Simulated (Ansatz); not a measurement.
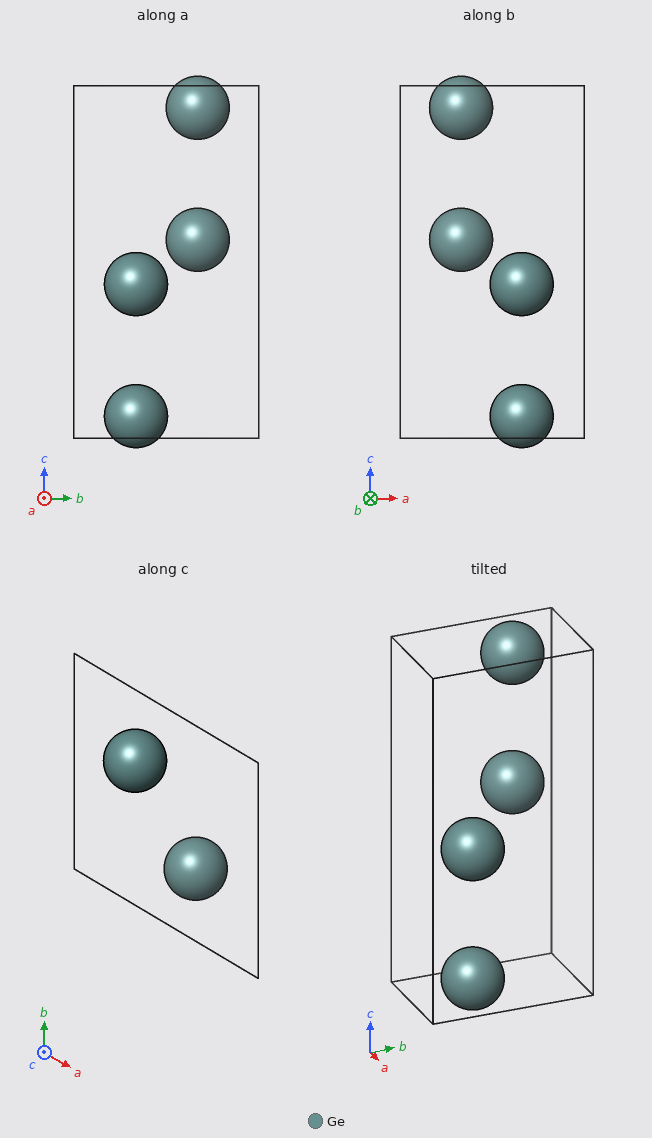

We look at a spheres-only model of the crystal along the a axis, along the b axis, along the c axis and slightly off an axis. The lines enclose the unit cell; boundary atoms appear with their images.

Lattice parameters: a = 3.9978 Å, b = 4.0286 Å, c = 6.5928 Å, α = 90.000°, β = 90.000°, γ = 120.767°.

Give the structure in the form of a CIF in P1 with every atom of the cell, with free fractional coordinates to two decimals.

```cif
data_structure
_symmetry_space_group_name_H-M 'P 1'
_symmetry_Int_Tables_number 1
_cell_length_a 3.9978
_cell_length_b 4.0286
_cell_length_c 6.5928
_cell_angle_alpha 90.000
_cell_angle_beta 90.000
_cell_angle_gamma 120.767
_cell_volume 91.24
loop_
_atom_site_label
_atom_site_type_symbol
_atom_site_fract_x
_atom_site_fract_y
_atom_site_fract_z
_atom_site_occupancy
Ge1 Ge 0.66 0.34 0.06 1
Ge2 Ge 0.66 0.34 0.44 1
Ge3 Ge 0.33 0.67 0.56 1
Ge4 Ge 0.33 0.67 0.94 1
```

It goes back to a structure type filled with this element by a generator (whether the element takes this form wasn't checked). The cell was then strained or its atoms displaced on purpose. A calculation with Ansatz used it as input.
